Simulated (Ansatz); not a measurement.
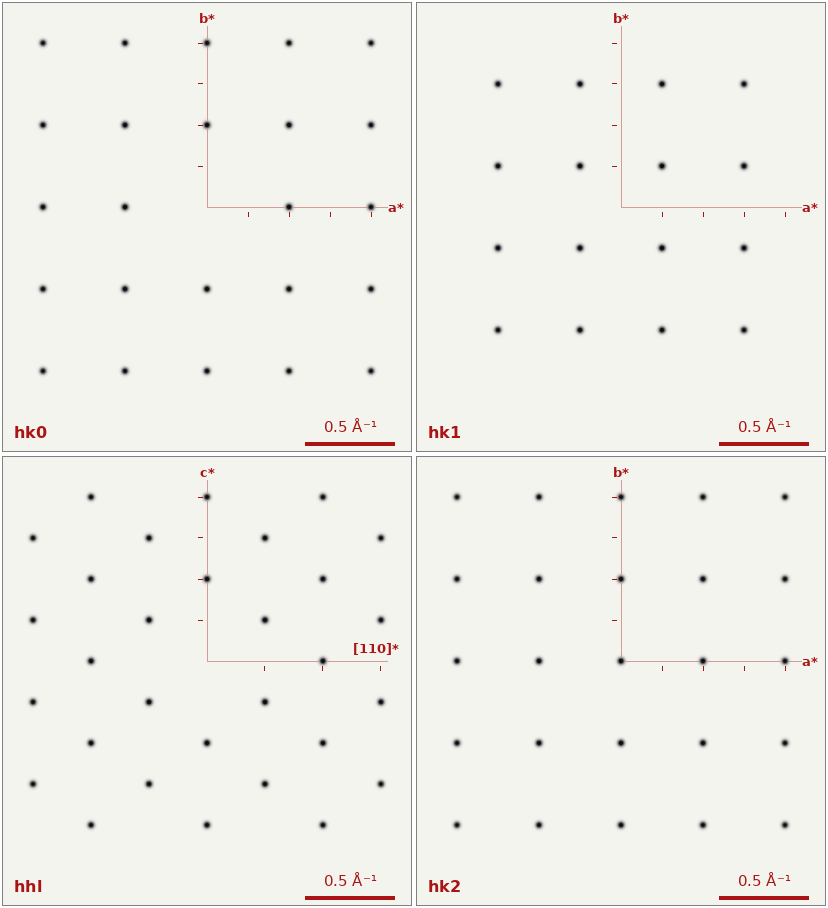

Simulated precession-type sections (neutrons; kinematic intensities, B = 0.5 Å²). The ticks mark integer indices of the conventional cell.

The compound is Li. Structure: the geometry relaxed with DFT, PBEsol, plane waves (420 eV) with PAW, scalar-relativistic in Ansatz 0.2.0; the starting structure was generated, so it need not be a known form of this composition.

Question: Read the reciprocal cell and give the direct cell.

Answer: a* = 0.232, b* = 0.232, c* = 0.232 Å⁻¹; the cell is cubic with a = 4.32 Å.

Question: List the systematic absences.

Answer: Reflections are present only under these conditions. hkl: h + k = 2n, h + l = 2n; hk0: h = 2n, k = 2n; hhl: h + l = 2n; h00: h = 2n. The lattice is face-centred (F).

Question: Which space groups fit?

Answer: The intensities have Laue symmetry m-3m (the hk0 layer shows 4mm, hk1 shows 4mm). With these conditions the candidates are F432 (No. 209), F-43m (No. 216), Fm-3m (No. 225). Diffraction geometry alone does not choose among them; the structure has Fm-3m.
